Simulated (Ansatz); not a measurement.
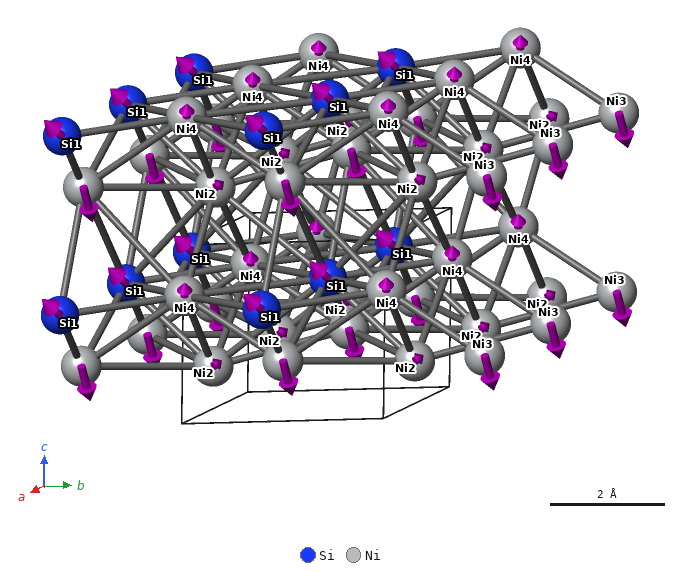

A relaxation of a crystal of SiNi3 (set up in P1). The starting structure is drawn; purple arrows show the displacements (the part carried along by the change of the cell is left out), 2 times their true length.

The picture is a ball-and-stick view of the cell of the calculation, repeated 3 × 2 × 2 with one cell outlined, seen slightly off an axis.

Case: all atoms moved at random, sigma 0.25 Å for each component, cell strained at random, sigma 0.1; relaxed back.

The calculation used DFT PBE, scalar-relativistic, plane waves, PAW (Ansatz). (plane-wave cutoff 420 eV; k-point mesh 10 × 10 × 10; occupations gaussian; smearing width 0.15 eV; no spin polarisation; cell and atoms relaxed; force threshold 0.01 eV/Å; at most 80 steps)

> Atoms of which element are displaced furthest, and by how much?

Nickel: up to 0.38 Å, against 0.26 Å for silicon.

> What happened in the run?

Over 7 accepted moves (9 points after the start) the energy falls by 974 meV per atom. Largest force component: 9.4 eV/Å at the start, 0.00026 eV/Å at the end. Pressure: 44.91 GPa at the start and −0.01 GPa at the end. The SCF was repeated twice at an unchanged geometry on a basis and grid sized afresh for the cell, which shifted the energy by 4.8 meV per atom at most. The largest move relative to the cell is that of Ni3, 0.38 Å along [−1 0 −2]. By element the largest moves are Ni 0.38 Å, Si 0.26 Å. Cell: a 3.316 → 3.506 Å (+5.7 %), b 4.028 → 3.506 Å (−12.9 %), c 3.179 → 3.506 Å (+10.3 %), α 84.0° → 90.0°, β 91.9° → 90.0°, γ 82.7° → 90.0°. Volume +3.0 %. Near-neighbour distances that change, for instance: Si1–Ni3 1.718 → 2.479 Å, Ni3–Ni4 3.063 → 2.479 Å, Ni2–Ni3 2.934 → 2.479 Å, Ni2–Ni4 2.109 → 2.479 Å. New bonds form: Ni3–Ni4 (3.06 → 2.48 Å). The space group (tolerance 0.01 Å) goes from P1 (No. 1) to Pm-3m (No. 221).
